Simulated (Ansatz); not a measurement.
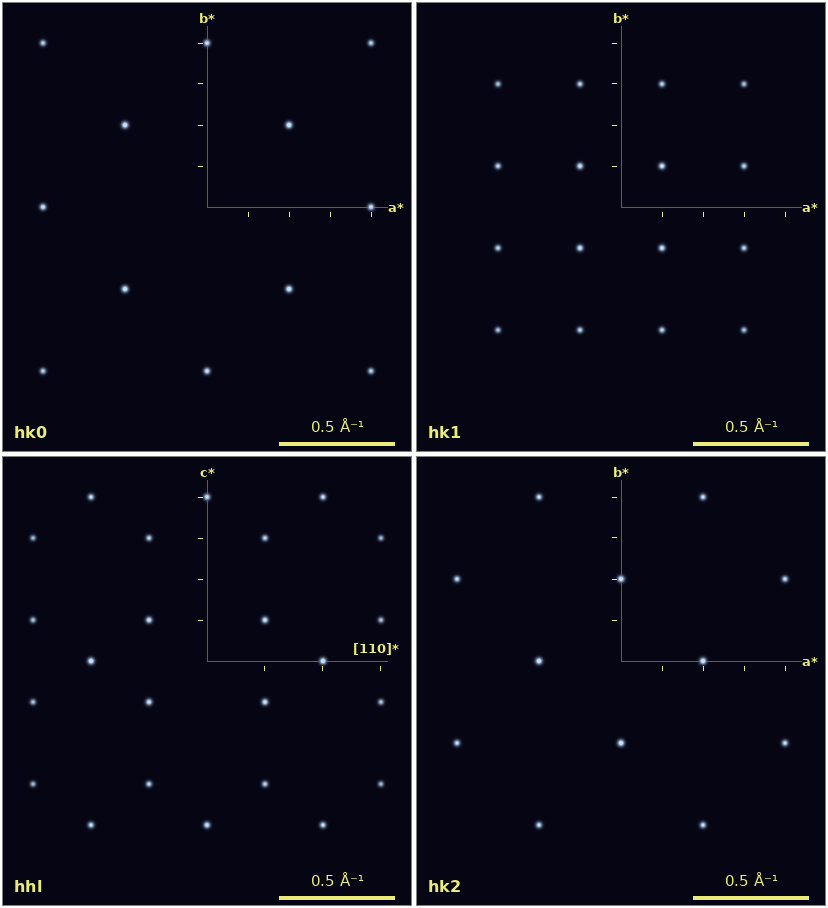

Simulated precession-type sections (X-rays; kinematic intensities, B = 0.5 Å²). The ticks mark integer indices of the conventional cell.

Q: Read the reciprocal cell and give the direct cell.

A: a* = 0.180, b* = 0.180, c* = 0.180 Å⁻¹; the cell is cubic with a = 5.57 Å.

Q: Which reflection conditions do the layers show?

A: Reflections are present only under these conditions. hkl: h + k = 2n, h + l = 2n; hk0: h = 2n, h + k = 4n; hhl: h + l = 2n; h00: h = 4n. The lattice is face-centred (F). Further gaps, such as 2 2 2, 4 4 2, come from atoms on special positions, not from the group's general conditions.

Q: Which space groups fit?

A: The intensities have Laue symmetry m-3m (the hk0 layer shows 4mm, hk1 shows 4mm). With these conditions only Fd-3m (No. 227) fits. The compound is Mo. Structure: the input geometry of an electronic-structure calculation (not necessarily at equilibrium); the starting structure was generated, so it need not be a known form of this composition.
